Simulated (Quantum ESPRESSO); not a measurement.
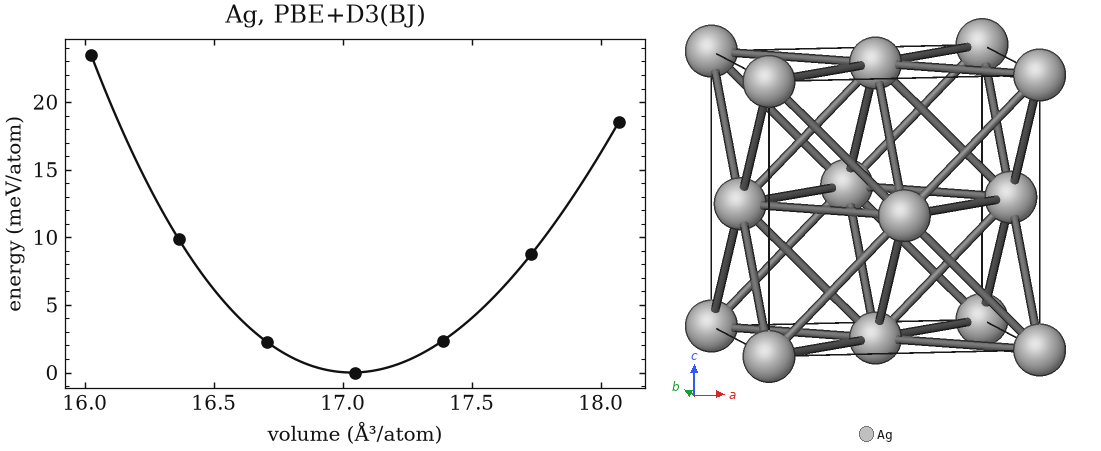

The figure shows the energy against volume for Ag, space group Fm-3m (No. 225). The conventional cell is drawn beside the plot.

Structure:
```
Ag
1.0
     0.00000    2.04275    2.04275
     2.04275    0.00000    2.04275
     2.04275    2.04275    0.00000
Ag
1
Direct
  0.00000 0.00000 0.00000
```

Computed with Quantum ESPRESSO 7.5: plane-wave DFT, no spin polarisation; energies at scaled volumes of the given cell, shape and fractions fixed, counted from the fit's minimum, third-order Birch-Murnaghan fit. Level: PBE with D3(BJ).

k mesh 11×11×11; occupations Fermi–Dirac; smearing width 0.05 eV; potentials PseudoDojo 0.4.1 SR PBE standard; wave cutoff 1116 eV; density cutoff 4463 eV.

From this curve and the settings, what does the calculation give for the pressure at the same points?

The pressure falls from 7.77 GPa at volume 16.03 Å³/atom to −5.53 GPa at 18.07 Å³/atom, and changes sign near 17.01 Å³/atom.

```json
{"volume (Å³/atom)": "16.03", "pressure (GPa)": "7.77"}
{"volume (Å³/atom)": "16.37", "pressure (GPa)": "4.71"}
{"volume (Å³/atom)": "16.71", "pressure (GPa)": "2.05"}
{"volume (Å³/atom)": "17.05", "pressure (GPa)": "-0.27"}
{"volume (Å³/atom)": "17.39", "pressure (GPa)": "-2.30"}
{"volume (Å³/atom)": "17.73", "pressure (GPa)": "-4.03"}
{"volume (Å³/atom)": "18.07", "pressure (GPa)": "-5.53"}
```
